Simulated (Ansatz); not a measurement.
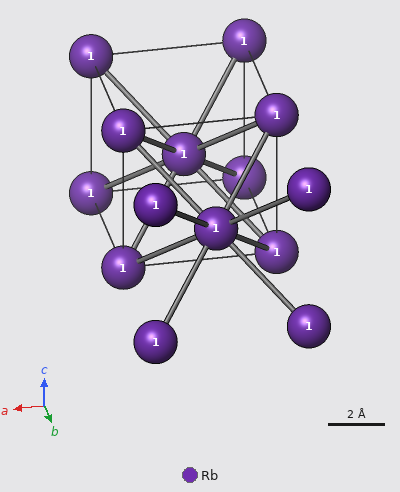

**Figure 1.** The starting structure (ball-and-stick view of the cell 2 times as large as that of the calculation, set on its symmetry axes, repeated 1 × 2 × 1, seen at an oblique angle; atoms are numbered from 1 in the order of the input).

**Geometry relaxation, with input and output: Rb**

System: Rb (1 atom in the cell).
Method: DFT PBE, scalar-relativistic, plane waves, PAW, no spin polarisation (Ansatz 0.2.0).

The structure derives from an entry of the Crystallography Open Database. Figures and captions count atoms from 1; the log counts them from 0 in places.

**Input file**
```yaml
crystal:
  lattice:
    - [-2.8025, 2.8025, 2.8025]
    - [2.8025, -2.8025, 2.8025]
    - [2.8025, 2.8025, -2.8025]
  atoms:
    - { symbol: Rb, position: [0.0, 0.0, 0.0] }
basis:
  ecutwfc: 420
kpoints:
  mp_grid: { grid: [10, 10, 10] }
hamiltonian:
  xc: pbe
scf:
  occupations: { method: gaussian, width: 0.1 }
output:
  forces: true
  stress: true
  eigenvalues: true
relax:
  adjacent_minimum: "off"
  f_tol: 0.005
  max_steps: 80
  cell: { stress_tol: 0.05 }
```

Run as:
```bash
ansatz run input.yaml --threads 1 --pin off --max-ram 2560MiB --backend cpu --events-out ev --progress --plain --runs-dir out
```

**The program's output**
```
Engine: ansatz 0.2.0, x86_64-unknown-linux-gnu
Pseudopotentials: kind: paw
Pseudopotential: Rb, paw, valence charge 9, recommended cutoff 420 eV (normal), Rb.paw.azcp
Functional definition: PBE
  parameter kappa = 0.804
  parameter beta = 0.06672455060314922
  exchange = pbe_x(kappa = kappa, mu = beta*pi^2/3)
  correlation = pbe_c(beta = beta)
Crystal: 1 atoms, lattice volume = 88.043 Å³
Basis set: ecut = 420 eV, 1721 PW (Γ), exchange–correlation on 72×72×72 points (8 copies of the dense FFT grid, shifted against one another)
Bands: 9, of which v1, the nominal top of the filled ones, is band 5 counted from 1 (4 counted from 0)
Symmetry: 48 space group operations
Space group: Im-3m (ITA 229), of the structure as read, at distance tolerance 4.4e-5 Å
k-points: 47 of 1000
Non-local potential: Rb, projectors of the file, l = 0: 3, l = 1: 2, l = 2: 2
PAW form: soft (Blöchl's): semilocal exchange-correlation on the pseudo side does not see the compensation charge
PAW one-centre angular grid: Rb, 110 points (default); XC on 64 Gauss nodes
Initial density: superposition of atomic densities (neutral atoms: chi_scale 0, normalization atom), corrected by the library's trained network
Initial wavefunctions: pseudopotential atomic-orbital guess
Functional: x = pbe(κ = 0.804, μ = 0.2195149727645171), c = pbe(β = 0.06672455060314922)
SCF iter   1: F=—  HF=-3267.347403 eV  |F-HF|=—  |Δ(HF+E_count)|=         —  Δρ=1.34e-4  dr2=1.26e-5  ethr=1.77e-3  ⟨swp⟩=7.0  Hψ=3522  notcnv=0
preconditioner: auto → Kerker (q_TF=auto, 1.866 Å⁻¹)  [metal: Δε(μ)=0.083 eV  Ē_g=3.570 eV  σ=0.100 eV  W_gap=0.39  n_scr=12 (ndim 8)  ℏωp=4.0 eV  f_vac=0.000  D(μ)=1.25/eV (n_scr^D=12)]
SCF iter   2: F=—  HF=-3267.348164 eV  |F-HF|=—  |Δ(HF+E_count)|=   7.61e-4  Δρ=7.80e-5  dr2=2.28e-6  ethr=1.40e-7  ⟨swp⟩=3.6  Hψ=1280  notcnv=0
SCF iter   3: F=—  HF=-3267.348166 eV  |F-HF|=—  |Δ(HF+E_count)|=   1.47e-6  Δρ=2.88e-5  dr2=4.52e-7  ethr=2.53e-8  ⟨swp⟩=2.4  Hψ=616  notcnv=0
iter 4 did not close the SCF: its close was put off for the readings that it lacked (scf_convergence_deferred on its scf_iter line)
SCF iter   4: F=-3267.348167 eV  HF=-3267.348167 eV  |F-HF|=2.76e-8  |Δ(HF+E_count)|=   1.60e-6  Δρ=5.00e-6  dr2=1.93e-8  ethr=5.02e-9  ⟨swp⟩=2.0  Hψ=617  notcnv=0
iter 5 did not close the SCF: its close was put off for the readings that it lacked (scf_convergence_deferred on its scf_iter line)
SCF iter   5: F=-3267.348167 eV  HF=-3267.348167 eV  |F-HF|=3.47e-9  |Δ(HF+E_count)|=   2.95e-8  Δρ=1.49e-6  dr2=2.99e-9  ethr=2.14e-10  ⟨swp⟩=2.5  Hψ=586  notcnv=0
SCF iter   6: F=-3267.348167 eV  HF=-3267.348167 eV  |F-HF|=2.15e-10  |Δ(HF+E_count)|=   3.73e-9  Δρ=7.84e-7  dr2=6.54e-10  ethr=3.32e-11  ⟨swp⟩=2.7  Hψ=1455  notcnv=0
SCF 1 converged in 6 iterations: F = -3267.348167 eV  dr2 = 6.54e-10
  greatest PAW one-centre occupation: 0.975 electrons in one spin orbital (limit 2), on the Rb atom at site 0 (counted from 0), in its partial waves of l = 0
relax step   1: F+E_penalty+E_count = -3267.34816735 eV  Δ(F+E_penalty+E_count) = +0.000e0 eV  max|allowed force component| = 0.000e0 eV/Å  Δτ_max = 0.0000 Å  P = +0.108 GPa  Ω = 88.043 Å³  (6 SCF iters, dr2 threshold 1.00e-7 eV, accepted)
Crystal: 1 atoms, lattice volume = 88.347 Å³
Initial density: handed on by an earlier stage of this run
Initial wavefunctions: those handed on with the density
iter 1 solved again at ethr=1.24e-8 eV; its pass at ethr=3.10e-3 eV (dr2=1.11e-6 eV) is discarded
SCF iter   1: F=—  HF=-3267.348361 eV  |F-HF|=—  |Δ(HF+E_count)|=         —  Δρ=9.48e-6  dr2=1.91e-7  ethr=1.24e-8  ⟨swp⟩=3.5  Hψ=4076  notcnv=0
preconditioner: auto → Kerker (q_TF=auto, 1.865 Å⁻¹)  [metal: Δε(μ)=0.083 eV  Ē_g=3.566 eV  σ=0.100 eV  W_gap=0.39  n_scr=12 (ndim 8)  ℏωp=4.0 eV  f_vac=0.000  D(μ)=1.24/eV (n_scr^D=12)]
SCF iter   2: F=—  HF=-3267.348361 eV  |F-HF|=—  |Δ(HF+E_count)|=   1.11e-7  Δρ=5.74e-6  dr2=8.66e-8  ethr=2.13e-9  ⟨swp⟩=1.0  Hψ=424  notcnv=0
SCF iter   3: F=-3267.348361 eV  HF=-3267.348361 eV  |F-HF|=1.21e-9  |Δ(HF+E_count)|=   1.23e-8  Δρ=2.16e-6  dr2=7.14e-9  ethr=3.23e-10  ⟨swp⟩=3.3  Hψ=1661  notcnv=0
SCF 2 converged in 3 iterations: F = -3267.348361 eV  dr2 = 7.14e-9
relax step   2: F+E_penalty+E_count = -3267.34836097 eV  Δ(F+E_penalty+E_count) = -1.936e-4 eV  max|allowed force component| = 0.000e0 eV/Å  Δτ_max = 0.0000 Å  P = +0.097 GPa  Ω = 88.347 Å³  energy of the carried Pulay correction = -2.057e-7 eV  (3 SCF iters, dr2 threshold 2.91e-8 eV, accepted)
Crystal: 1 atoms, lattice volume = 91.143 Å³
Basis set: ecut = 420 eV, 1745 PW (Γ), exchange–correlation on 72×72×72 points (8 copies of the dense FFT grid, shifted against one another)
iter 1 solved again at ethr=1.30e-7 eV; its pass at ethr=3.10e-3 eV (dr2=1.17e-5 eV) is discarded
SCF iter   1: F=—  HF=-3267.349222 eV  |F-HF|=—  |Δ(HF+E_count)|=         —  Δρ=8.27e-5  dr2=1.60e-5  ethr=1.30e-7  ⟨swp⟩=3.3  Hψ=4383  notcnv=0
preconditioner: auto → Kerker (q_TF=auto, 1.855 Å⁻¹)  [metal: Δε(μ)=0.082 eV  Ē_g=3.519 eV  σ=0.100 eV  W_gap=0.39  n_scr=12 (ndim 8)  ℏωp=3.9 eV  f_vac=0.000  D(μ)=1.24/eV (n_scr^D=12)]
SCF iter   2: F=—  HF=-3267.349223 eV  |F-HF|=—  |Δ(HF+E_count)|=   6.47e-7  Δρ=5.18e-5  dr2=7.56e-6  ethr=1.30e-7  ⟨swp⟩=1.0  Hψ=423  notcnv=0
SCF iter   3: F=—  HF=-3267.349222 eV  |F-HF|=—  |Δ(HF+E_count)|=   1.06e-6  Δρ=1.93e-5  dr2=5.86e-7  ethr=8.40e-8  ⟨swp⟩=2.6  Hψ=626  notcnv=0
SCF iter   4: F=-3267.349222 eV  HF=-3267.349222 eV  |F-HF|=1.56e-8  |Δ(HF+E_count)|=   1.54e-7  Δρ=4.04e-6  dr2=1.82e-8  ethr=2.61e-10  ⟨swp⟩=4.4  Hψ=2036  notcnv=0
SCF 3 converged in 4 iterations: F = -3267.349222 eV  dr2 = 1.82e-8
relax step   3: F+E_penalty+E_count = -3267.34922209 eV  Δ(F+E_penalty+E_count) = -8.611e-4 eV  max|allowed force component| = 0.000e0 eV/Å  Δτ_max = 0.0000 Å  P = +0.004 GPa  Ω = 91.143 Å³  energy of the carried Pulay correction = -2.069e-6 eV  (4 SCF iters, dr2 threshold 2.35e-8 eV, accepted)
Initial wavefunctions: pseudopotential atomic-orbital guess (no wavefunctions were taken with the density)
iter 1 solved again at ethr=8.39e-8 eV; its pass at ethr=3.10e-3 eV (dr2=7.55e-6 eV) is discarded
SCF iter   1: F=—  HF=-3267.349226 eV  |F-HF|=—  |Δ(HF+E_count)|=         —  Δρ=4.59e-6  dr2=1.85e-8  ethr=8.39e-8  ⟨swp⟩=4.1  Hψ=5112  notcnv=0
preconditioner: auto → Kerker (q_TF=auto, 1.855 Å⁻¹)  [metal: Δε(μ)=0.082 eV  Ē_g=3.520 eV  σ=0.100 eV  W_gap=0.39  n_scr=12 (ndim 8)  ℏωp=3.9 eV  f_vac=0.000  D(μ)=1.24/eV (n_scr^D=12)]
SCF iter   2: F=—  HF=-3267.349225 eV  |F-HF|=—  |Δ(HF+E_count)|=   1.33e-6  Δρ=2.80e-6  dr2=9.62e-9  ethr=2.06e-10  ⟨swp⟩=2.2  Hψ=586  notcnv=0
SCF iter   3: F=—  HF=-3267.349225 eV  |F-HF|=—  |Δ(HF+E_count)|=   2.08e-8  Δρ=6.81e-7  dr2=1.02e-9  ethr=1.07e-10  ⟨swp⟩=2.5  Hψ=588  notcnv=0
SCF iter   4: F=—  HF=-3267.349225 eV  |F-HF|=—  |Δ(HF+E_count)|=  7.16e-10  Δρ=1.43e-7  dr2=2.06e-11  ethr=1.13e-11  ⟨swp⟩=1.9  Hψ=506  notcnv=0
SCF iter   5: F=-3267.349225 eV  HF=-3267.349225 eV  |F-HF|=1.82e-12  |Δ(HF+E_count)|=  8.19e-12  Δρ=2.04e-8  dr2=3.74e-13  ethr=1.00e-12  ⟨swp⟩=6.6  Hψ=2068  notcnv=0
SCF 4 converged in 5 iterations: F = -3267.349225 eV  dr2 = 3.74e-13
relax step   4: F+E_penalty+E_count = -3267.34922453 eV  Δ(F+E_penalty+E_count) = -2.440e-6 eV  max|allowed force component| = 0.000e0 eV/Å  Δτ_max = 0.0000 Å  P = +0.004 GPa  Ω = 91.143 Å³  stress off target by 4.30e-3 GPa  SCF on the basis re-selected at this cell (its energy is not comparable with the rows above)  (5 SCF iters)
```

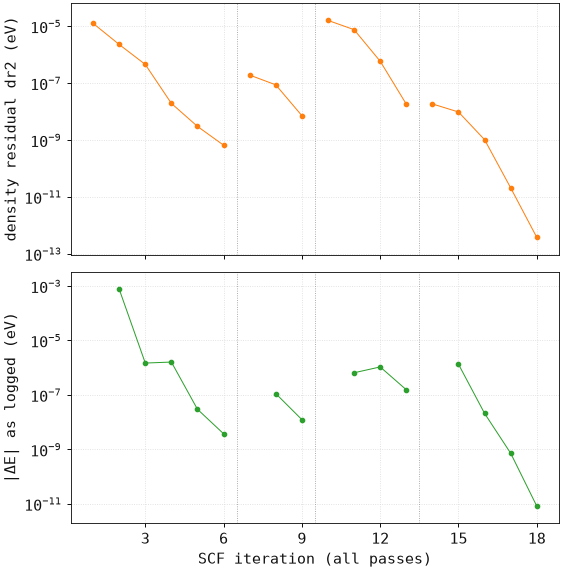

**Figure 2.** Convergence of the self-consistent field: density residual dr2 and size of the energy change against the SCF iteration. The dotted lines part the SCF passes of the relaxation: geometry steps, rejected trials and re-solves on a re-selected basis. The passes take 6, 3, 4 and 5 iterations.

```
basis re-selected at this cell: Δ(F+E_penalty+E_count) = -2.440e-6 eV, ΔP = +0.000 GPa vs the last step (what re-selecting the basis moved, of the pressure what is left beyond the Pulay correction that the steps carried, after the strain that the cell walked since its last selection, with what the two solves' SCF thresholds leave and, on support functions, any second-order correction that the steps lacked; it is no measure of the basis error at this ecutwfc). This SCF's stress stands 4.30e-3 GPa from its target on what of the cell is left free (relax.cell.stress_tol is 5.00e-2 GPa) and its largest allowed force component is 0.00e0 eV/Å (relax.f_tol is 5.00e-3 eV/Å): within both
SCF converged after 5 iterations
Free energy (F): -3267.349225 eV
Harris-Foulkes:  -3267.349225 eV  (|F-HF|=1.82e-12)
Internal energy: -3267.343014 eV  (E = F + TS)
E sigma→0 (E₀):  -3267.346119 eV
Entropy (-TS):   -0.006210 eV (-6.210 meV/atom)
Fermi energy:    1.938856 eV
--- Per-component energies (eV) ---
  E_band       = -119.007721
  E_kinetic    = 190.750494
  E_local      = -708.972202  (includes V_loc(G=0)·N_el)
  E_nonlocal   = 173.579012
  E_hartree    = 198.879959
  E_xc         = -129.250534
  E_vxc        = -135.151485  (∫ρ·V_xc dr)
  E_paw        = -2618.019260  (= ΣΔE_a)
  E_vpaw       = -36.973447  (= ΣTr[D̂ρ^β])
  E_aug_tail   = -0.000001  (compensation charges beyond the density's cutoff)
  E_ewald      = -374.310482
  E_smearing   = -0.006210  (= −TS)
  E_closure    = -0.000000  (closes the sum)
  Σ components = -3267.349225   (vs F -3267.349225, Δ=0.00e0)
--- Forces (eV/Å), atoms counted from 1 ---
  atom   1  Rb     0.00000000    -0.00000000     0.00000000
  max |Σ_I F_I| component: 2.55e-31 eV/Å
--- Stress (GPa, compression-positive) ---
        0.004297      -0.000000      -0.000000
       -0.000000       0.004297      -0.000000
        0.000000      -0.000000       0.004297
  P = ⅓ Tr σ = 0.0043 GPa (0.043 kbar)
--- Band table (eV; the first three rows and the last of 47) ---
  k-point 0: bands = ["-26.9663", "-11.0088", "-11.0088", "-11.0088", "-0.0336", "5.6127", "5.6127", "5.6127", "6.5441"]
  k-point 1: bands = ["-26.9659", "-11.0181", "-11.0119", "-11.0088", "0.0842", "5.4201", "5.4503", "5.7208", "6.3262"]
  k-point 2: bands = ["-26.9649", "-11.0422", "-11.0199", "-11.0088", "0.4270", "4.7783", "5.1158", "6.0399", "6.3088"]
  k-point 46: bands = ["-26.9589", "-11.0771", "-11.0771", "-11.0771", "3.1948", "3.1948", "5.1800", "5.1800", "5.1800"]
--- Relaxed structure (3 steps of the walk, 3 accepted, 1 SCFs on fresh bases) ---
  F+E_penalty+E_count = -3267.34922453 eV   max|allowed force component| = 0.000e0 eV/Å   (the final SCF, on the basis selected at the relaxed cell)
  cell:  # Å, volume = 91.1432 Å³
    - [-2.83501103925699, 2.83501103925699, 2.83501103925699]
    - [2.83501103925699, -2.83501103925699, 2.83501103925699]
    - [2.83501103925699, 2.83501103925699, -2.83501103925699]
  atoms:
    - { symbol: Rb, position: [0.0, 0.0, 0.0] }
```

**Trajectory as extended XYZ (Å, eV, eV/Å), 4 frames, from step=1 to step=4**
```
1
Lattice="-2.8025 2.8025 2.8025 2.8025 -2.8025 2.8025 2.8025 2.8025 -2.8025" Properties=species:S:1:pos:R:3:forces:R:3 step=1 energy=-3267.34817 pressure_GPa=0.11
Rb    0.0000    0.0000    0.0000    0.0000   0.0000   0.0000
1
Lattice="-2.8057 2.8057 2.8057 2.8057 -2.8057 2.8057 2.8057 2.8057 -2.8057" Properties=species:S:1:pos:R:3:forces:R:3 step=2 energy=-3267.34836 pressure_GPa=0.10
Rb    0.0000    0.0000    0.0000    0.0000   0.0000   0.0000
1
Lattice="-2.8350 2.8350 2.8350 2.8350 -2.8350 2.8350 2.8350 2.8350 -2.8350" Properties=species:S:1:pos:R:3:forces:R:3 step=3 energy=-3267.34922 pressure_GPa=0.00
Rb    0.0000    0.0000    0.0000    0.0000   0.0000   0.0000
1
Lattice="-2.8350 2.8350 2.8350 2.8350 -2.8350 2.8350 2.8350 2.8350 -2.8350" Properties=species:S:1:pos:R:3:forces:R:3 step=4 energy=-3267.34922 pressure_GPa=0.00
Rb    0.0000    0.0000    0.0000    0.0000   0.0000   0.0000
```

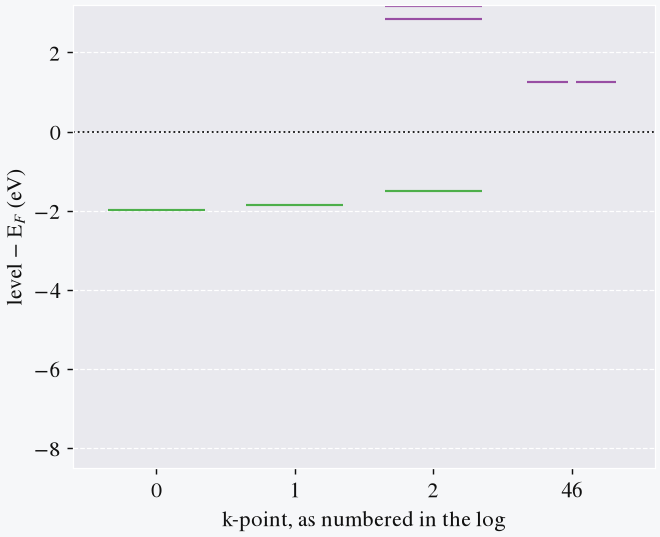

**Figure 3.** Kohn–Sham levels near the Fermi level (dotted) at the few k-points that the log prints; levels within 0.02 eV of each other stand side by side. The system is metallic on the full mesh.

**Key numbers**

| quantity | value |
| --- | --- |
| outcome | converged |
| space group (tolerance 0.01 Å) | Im-3m (229) |
| electrons treated | 9 |
| free energy | −3267.3492 eV |
| Fermi energy | 1.939 eV |
| gap on the k-point mesh | none (metallic) |
| pressure | 0.00 GPa |
| final volume | 91.14 Å³ |
| largest force (length of the vector) at the end | under 0.001 eV/Å |
| final cell | a = 4.910 Å, b = 4.910 Å, c = 4.910 Å, α = 109.47°, β = 109.47°, γ = 109.47° |
| hardware | 1 thread of Intel Xeon @ 2.90GHz (Ice Lake), 192 GiB of memory available, shared host |
| wall time | 8.3 s |
| peak memory | 0.42 GiB |
